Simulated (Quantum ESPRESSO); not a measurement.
Band-structure run, with input and output: HfC (part 2 of 2)

The same run, continued: HfC (2 atoms in the cell); Kohn-Sham DFT of a periodic cell, PBEsol, SG15 PBE 1.2, no spin polarisation (Quantum ESPRESSO 7.5); cutoff 1197.3 eV, 10×10×10 k-mesh, fermi-dirac of 0.05 eV. The structure derives from an entry of the Crystallography Open Database.

Geometry of the input (Å; fractional positions):
```
0.0000  2.3250  2.3250
2.3250  0.0000  2.3250
2.3250  2.3250  0.0000
Hf 0.5000  0.5000  0.5000
C  0.0000  0.0000  0.0000
```

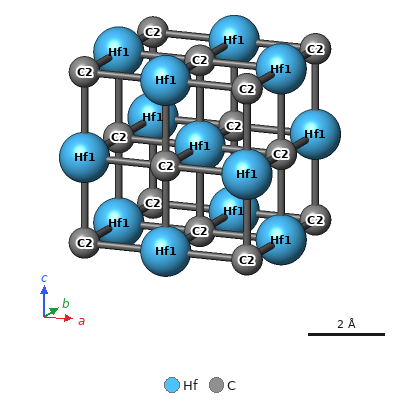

**Figure 1.** The structure as given in the input (ball-and-stick view of the cell 4 times as large as that of the calculation, set on its symmetry axes, seen slightly off an axis; atoms are numbered from 1 in the order of the input). An atom can appear more than once, as a periodic image.

### Log, continued
```
          k =-0.3536-0.3536 0.3536 (  2362 PWs)   bands (ev):

   -37.3184  -6.4674  -5.8520  -5.8520  12.8251  12.9075  12.9435  12.9435
    13.0041  13.0253  13.0253  15.3542  17.5154  20.7154  20.7154  29.0083
    29.0083  29.4637  30.2391  35.1520  35.1520  36.8922

          k = 0.1414-0.0000 0.0000 (  2369 PWs)   bands (ev):

   -37.3538  -5.8474  -5.8049  -5.8049  11.7090  12.8658  12.9553  12.9553
    12.9633  12.9959  12.9970  12.9970  22.8450  23.9026  23.9026  24.5988
    26.4341  26.4341  27.2622  28.7894  31.4236  35.5437

          k = 0.2121 0.0707-0.0707 (  2368 PWs)   bands (ev):

   -37.3458  -5.9793  -5.8299  -5.8170  12.1995  12.8742  12.9657  12.9666
    12.9821  12.9889  12.9975  13.0011  21.5338  22.8168  23.1643  24.9002
    26.8772  27.1268  28.6343  30.0635  32.7097  36.8688

          k = 0.2828 0.1414-0.1414 (  2371 PWs)   bands (ev):

   -37.3340  -6.1731  -5.8543  -5.8383  12.7281  12.8872  12.9641  12.9667
    12.9842  12.9961  12.9995  13.3382  20.1768  21.6885  22.1801  25.6248
    27.7404  27.8435  30.5971  31.7245  33.8342  37.8929

          k = 0.3536 0.2121-0.2121 (  2379 PWs)   bands (ev):

   -37.3231  -6.3464  -5.8688  -5.8672  12.8208  12.9009  12.9501  12.9519
    12.9962  13.0094  13.0154  14.2730  18.8556  21.0066  21.3845  26.6223
    28.7475  28.8330  32.1873  32.5281  34.5436  37.4512

          k =-0.2828-0.4243 0.4243 (  2370 PWs)   bands (ev):

   -37.3171  -6.4378  -5.8923  -5.8681  12.8310  12.9089  12.9423  12.9441
    12.9979  13.0229  13.0239  15.0981  17.8897  20.7744  20.9218  27.8786
    29.1128  29.4255  31.2848  34.2648  35.0404  36.9225

          k =-0.2121-0.3536 0.3536 (  2368 PWs)   bands (ev):

   -37.3184  -6.4177  -5.9035  -5.8524  12.8296  12.9070  12.9420  12.9479
    12.9978  13.0172  13.0246  14.9226  18.0877  20.8427  20.9391  28.1934
    28.4043  29.2145  31.6802  33.5696  35.1424  37.4486

          k =-0.1414-0.2828 0.2828 (  2373 PWs)   bands (ev):

   -37.3265  -6.2935  -5.8956  -5.8275  12.8094  12.8963  12.9514  12.9602
    12.9962  12.9988  13.0137  13.9779  19.2619  21.1585  21.4413  27.2205
    27.2923  28.8277  31.4528  32.9241  34.0675  37.7551

          k =-0.0707-0.2121 0.2121 (  2363 PWs)   bands (ev):

   -37.3382  -6.1094  -5.8693  -5.8030  12.6179  12.8822  12.9667  12.9758
    12.9776  12.9884  13.0017  13.1540  20.7545  21.8483  22.1959  26.1468
    26.8051  27.6886  29.5948  32.1439  32.9319  37.7680

          k = 0.0000-0.1414 0.1414 (  2359 PWs)   bands (ev):

   -37.3492  -5.9388  -5.8289  -5.7882  12.0099  12.8706  12.9607  12.9679
    12.9762  12.9851  12.9926  12.9997  22.2983  22.8337  23.0746  25.4673
    26.4584  26.5624  28.2281  30.0674  31.8799  36.3319

          k = 0.2828-0.0000 0.0000 (  2365 PWs)   bands (ev):

   -37.3403  -6.0096  -5.8641  -5.8641  12.4342  12.8802  12.9666  12.9666
    12.9810  12.9871  12.9871  13.0552  20.7555  23.4018  23.4018  23.6407
    27.6931  28.1934  28.1934  30.0180  34.0743  37.7916

          k = 0.3536 0.0707-0.0707 (  2364 PWs)   bands (ev):

   -37.3307  -6.1412  -5.8959  -5.8946  12.7449  12.8909  12.9650  12.9662
    12.9738  12.9914  12.9921  13.3145  20.0331  22.2780  22.9293  24.2307
    28.2156  28.8808  29.4780  31.0264  35.1690  38.5233

          k = 0.4243 0.1414-0.1414 (  2374 PWs)   bands (ev):

   -37.3205  -6.2815  -5.9375  -5.9133  12.8350  12.9032  12.9515  12.9530
    12.9791  13.0034  13.0110  13.9258  19.4164  21.3428  22.1594  25.0841
    29.1555  29.5196  30.9510  32.1429  35.3309  36.5733

          k =-0.2121-0.4950 0.4950 (  2356 PWs)   bands (ev):

   -37.3137  -6.3670  -5.9882  -5.9099  12.8495  12.9124  12.9406  12.9451
    12.9821  13.0174  13.0202  14.5495  18.8160  20.9296  21.5069  26.2283
    29.4066  29.6357  32.4413  32.6954  35.0338  36.0184

          k =-0.1414-0.4243 0.4243 (  2364 PWs)   bands (ev):

   -37.3129  -6.3710  -6.0242  -5.8869  12.8493  12.9129  12.9359  12.9481
    12.9831  13.0149  13.0258  14.8158  18.4952  20.9394  21.1281  27.6817
    28.6581  28.8891  32.3052  33.9172  34.5006  37.0657

          k =-0.0707-0.3536 0.3536 (  2372 PWs)   bands (ev):

   -37.3184  -6.3027  -6.0213  -5.8529  12.8394  12.9048  12.9411  12.9592
    12.9829  13.0004  13.0239  14.4475  18.8519  21.0707  21.1853  27.5607
    28.1680  29.1181  30.8493  33.3296  35.1300  37.6932

          k = 0.0000-0.2828 0.2828 (  2371 PWs)   bands (ev):

   -37.3281  -6.2030  -5.9626  -5.8208  12.7999  12.8931  12.9532  12.9729
    12.9835  12.9853  13.0128  13.7199  19.7330  21.3284  21.6191  26.6361
    27.7681  28.8656  29.6627  33.2533  34.0109  38.1440

          k = 0.4243 0.0000-0.0000 (  2377 PWs)   bands (ev):

   -37.3236  -6.1946  -5.9368  -5.9368  12.8166  12.8992  12.9621  12.9621
    12.9631  12.9922  12.9922  13.4105  19.9100  22.7162  23.3486  23.3486
    28.2843  29.7179  29.7179  31.0737  36.0380  37.5390

          k = 0.4950 0.0707-0.0707 (  2371 PWs)   bands (ev):

   -37.3155  -6.2798  -5.9825  -5.9616  12.8716  12.9089  12.9510  12.9530
    12.9620  13.0012  13.0056  13.6299  19.9742  21.8817  23.0405  23.9427
    29.0982  30.0884  30.2266  31.9723  35.2585  36.3015

          k =-0.1414-0.5657 0.5657 (  2362 PWs)   bands (ev):

   -37.3095  -6.3211  -6.0593  -5.9610  12.8850  12.9170  12.9414  12.9453
    12.9637  13.0122  13.0158  13.9720  19.9845  21.1744  22.3601  24.8085
    29.8093  29.9987  31.0725  32.9321  34.0550  36.0995

          k =-0.0707-0.4950 0.4950 (  2352 PWs)   bands (ev):

   -37.3079  -6.2935  -6.1478  -5.9354  12.8793  12.9183  12.9340  12.9479
    12.9663  13.0122  13.0219  14.3602  19.5282  20.9500  21.7144  26.0294
    29.1760  29.5499  32.0524  32.9435  35.0661  36.5510

          k =-0.0000-0.4243 0.4243 (  2353 PWs)   bands (ev):

   -37.3113  -6.2710  -6.1495  -5.8941  12.8629  12.9129  12.9344  12.9553
    12.9711  13.0050  13.0267  14.6025  18.9653  20.9900  21.2649  27.6504
    28.2787  29.0756  30.9689  34.6172  35.0564  37.3060

          k = 0.5657-0.0000 0.0000 (  2369 PWs)   bands (ev):

   -37.3101  -6.3332  -5.9953  -5.9953  12.9156  12.9305  12.9488  12.9502
    12.9502  13.0037  13.0037  13.4536  20.4863  22.0921  23.5437  23.5437
    28.8252  30.3841  30.3841  32.1313  33.8357  36.4458

          k =-0.0707-0.6364 0.6364 (  2368 PWs)   bands (ev):

   -37.3062  -6.3565  -6.0398  -6.0020  12.9204  12.9435  12.9445  12.9488
    12.9500  13.0091  13.0123  13.5188  20.8553  21.6038  23.2439  23.9089
    29.6078  30.3037  30.3319  32.6369  33.0388  36.2238

          k = 0.0000-0.5657 0.5657 (  2348 PWs)   bands (ev):

   -37.3054  -6.3165  -6.1241  -5.9793  12.9169  12.9213  12.9375  12.9460
    12.9544  13.0115  13.0156  13.8620  20.6918  20.9926  22.4891  24.6833
    29.8078  30.0784  31.1759  32.1726  34.1264  36.3912

          k =-0.7071 0.0000 0.0000 (  2346 PWs)   bands (ev):

   -37.3049  -6.3838  -6.0176  -6.0176  12.9221  12.9435  12.9454  12.9454
    13.0082  13.0082  13.0124  13.3162  21.0958  21.8744  23.6712  23.6712
    29.0510  30.4417  30.4417  32.0257  33.0743  36.0593

          k = 0.2828 0.1414 0.0000 (  2355 PWs)   bands (ev):

   -37.3369  -6.0882  -5.8914  -5.8278  12.6248  12.8836  12.9679  12.9715
    12.9787  12.9838  12.9979  13.1571  20.5362  22.3447  22.3649  25.1162
    27.8768  27.9410  28.9471  31.3214  33.9714  38.1187

          k = 0.3536 0.2121-0.0707 (  2371 PWs)   bands (ev):

   -37.3260  -6.2335  -5.9431  -5.8500  12.8104  12.8961  12.9525  12.9650
    12.9832  12.9928  13.0114  13.7775  19.5656  21.4336  21.7929  25.8187
    28.3690  29.0538  30.2525  32.5433  34.7185  37.6711

          k =-0.2828-0.4243 0.5657 (  2371 PWs)   bands (ev):

   -37.3171  -6.3537  -5.9693  -5.8773  12.8396  12.9077  12.9414  12.9513
    12.9865  13.0096  13.0228  14.5421  18.6991  20.9700  21.3103  26.7640
    28.9665  29.3320  31.8643  32.7729  35.2283  36.9379

          k =-0.2121-0.3536 0.4950 (  2370 PWs)   bands (ev):

   -37.3137  -6.3996  -5.9760  -5.8902  12.8440  12.9126  12.9376  12.9455
    12.9873  13.0200  13.0240  14.9127  18.3006  20.8852  21.0827  27.8012
    28.2626  29.5529  32.3179  33.8678  34.4532  37.0055

          k = 0.4243 0.1414-0.0000 (  2365 PWs)   bands (ev):

   -37.3218  -6.2284  -5.9682  -5.9093  12.8321  12.9009  12.9526  12.9629
    12.9699  12.9932  13.0071  13.6644  19.7223  21.8760  22.3625  24.6651
    28.9834  29.5517  29.8890  31.9239  35.7488  36.8598

          k =-0.2121-0.4950 0.6364 (  2362 PWs)   bands (ev):

   -37.3137  -6.3003  -6.0294  -5.9342  12.8628  12.9110  12.9422  12.9527
    12.9693  13.0043  13.0190  14.1012  19.5417  21.2435  21.8591  25.4732
    29.4515  29.8328  30.6914  32.9264  35.3838  35.9677

          k =-0.1414-0.4243 0.5657 (  2367 PWs)   bands (ev):

   -37.3095  -6.3254  -6.0818  -5.9395  12.8695  12.9170  12.9358  12.9467
    12.9707  13.0152  13.0202  14.4582  19.2701  20.9674  21.5049  26.5038
    28.5372  29.9305  32.2636  32.7667  35.1369  36.5531

          k =-0.0707-0.3536 0.4950 (  2363 PWs)   bands (ev):

   -37.3108  -6.3050  -6.1029  -5.9155  12.8643  12.9144  12.9352  12.9514
    12.9716  13.0086  13.0246  14.5589  19.0576  20.9978  21.2977  27.4893
    27.8991  29.6084  31.4139  33.7121  35.3775  37.0308

          k = 0.0000-0.2828 0.4243 (  2372 PWs)   bands (ev):

   -37.3171  -6.2733  -6.0498  -5.8785  12.8473  12.9059  12.9416  12.9612
    12.9744  12.9980  13.0224  14.2858  19.1584  21.2483  21.2955  26.5861
    29.1725  29.1798  30.2620  33.3224  35.4107  37.0630

          k =-0.1414-0.5657 0.7071 (  2374 PWs)   bands (ev):

   -37.3096  -6.3196  -6.0299  -5.9887  12.9030  12.9160  12.9436  12.9510
    12.9546  13.0044  13.0147  13.7203  20.3354  21.5764  22.5003  24.5563
    29.6558  30.0277  30.3413  32.8710  33.8614  36.3451

          k =-0.0707-0.4950 0.6364 (  2364 PWs)   bands (ev):

   -37.3062  -6.3052  -6.1080  -5.9937  12.9074  12.9208  12.9386  12.9464
    12.9547  13.0109  13.0146  13.9675  20.4863  21.0888  21.9295  25.3526
    29.2481  30.2925  30.8384  32.5171  34.6589  36.5595

          k = 0.0000-0.4243 0.5657 (  2351 PWs)   bands (ev):

   -37.3066  -6.2292  -6.2106  -5.9624  12.8906  12.9194  12.9345  12.9491
    12.9596  13.0096  13.0197  14.3026  19.8392  20.9495  21.5802  26.4023
    28.4006  30.0883  31.4810  32.5373  36.1382  37.0842

          k =-0.7071 0.1414 0.0000 (  2370 PWs)   bands (ev):

   -37.3049  -6.3496  -6.0534  -6.0220  12.9221  12.9436  12.9445  12.9464
    12.9487  13.0085  13.0121  13.6110  21.0377  21.4651  22.4721  24.5830
    29.9053  29.9093  30.4466  32.3862  33.5765  36.2785

          k =-0.1414-0.4243 0.7071 (  2364 PWs)   bands (ev):

   -37.3082  -6.2785  -6.1197  -5.9728  12.8861  12.9173  12.9374  12.9513
    12.9589  13.0067  13.0200  14.2358  19.8574  21.0984  21.4489  26.4085
    28.4717  30.2263  30.7228  33.0566  35.6608  36.7919

          k =-0.0707-0.3536 0.6364 (  2354 PWs)   bands (ev):

   -37.3061  -6.2469  -6.1705  -5.9947  12.8957  12.9205  12.9363  12.9477
    12.9564  13.0117  13.0148  14.2857  20.0357  20.9789  21.3496  27.3415
    27.3887  30.3052  31.3327  32.1953  36.8791  36.9615

          k =-0.7071 0.2828 0.0000 (  2362 PWs)   bands (ev):

   -37.3049  -6.2594  -6.1463  -6.0291  12.9142  12.9220  12.9408  12.9466
    12.9475  13.0096  13.0111  14.0935  20.9606  20.9729  21.0609  26.3799
    28.3661  30.4546  30.6456  32.1113  36.1341  37.2019

     the Fermi energy is    23.7783 ev

!    total energy              =    -458.52706952 Ry
     estimated scf accuracy    <          9.9E-11 Ry
     smearing contrib. (-TS)   =      -0.00020705 Ry
     internal energy E=F+TS    =    -458.52686248 Ry

     The total energy is F=E-TS. E is the sum of the following terms:
     one-electron contribution =    -131.13141089 Ry
     hartree contribution      =     100.97550430 Ry
     xc contribution           =     -41.51521668 Ry
     ewald contribution        =    -386.85573921 Ry

     convergence has been achieved in  10 iterations

     Forces acting on atoms (cartesian axes, Ry/au):

     atom    1 type  1   force =     0.00000000    0.00000000   -0.00000000
     atom    2 type  2   force =    -0.00000000    0.00000000    0.00000000

     Total force =     0.000000     Total SCF correction =     0.000000

     Computing stress (Cartesian axis) and pressure

          total   stress  (Ry/bohr**3)                   (kbar)     P=      -62.50
  -0.00042484  -0.00000000  -0.00000000          -62.50       -0.00       -0.00
  -0.00000000  -0.00042484  -0.00000000           -0.00      -62.50       -0.00
  -0.00000000  -0.00000000  -0.00042484           -0.00       -0.00      -62.50

=------------------------------------------------------------------------------=
   JOB DONE.
=------------------------------------------------------------------------------=
```

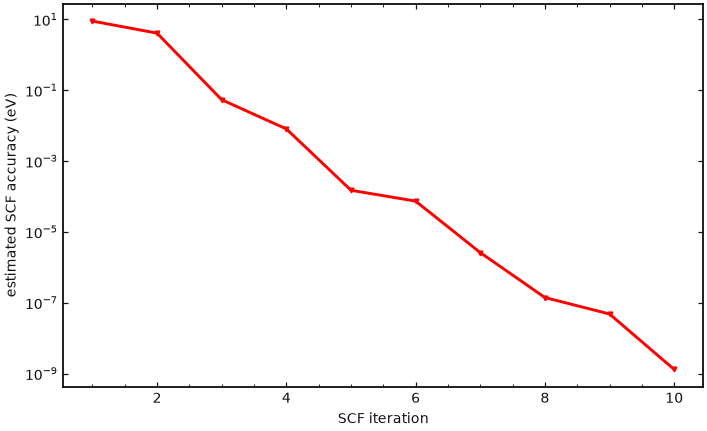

**Figure 2.** Convergence of the self-consistent field: estimated SCF accuracy against the iteration. The field takes 10 iterations in all.

### Results in brief

- outcome: converged
- space group (tolerance 0.01 Å): Fm-3m (225)
- electrons treated: 30
- free energy: −6238.5786 eV
- Fermi energy: 23.778 eV
- gap on the k-point mesh: none (metallic)
- pressure: −6.25 GPa
- largest force (length of the vector): under 0.001 eV/Å
- wall time: 92 s
- peak memory: 0.09 GiB

### Remarks

Further notes kept with the run: potentials made for another functional. Points of doubt noted for this run: potentials made for another functional. Spin–orbit coupling is left out, which matters for Hf. The cell is under a tension of 6.2 GPa at this level, so it is not at its equilibrium volume.
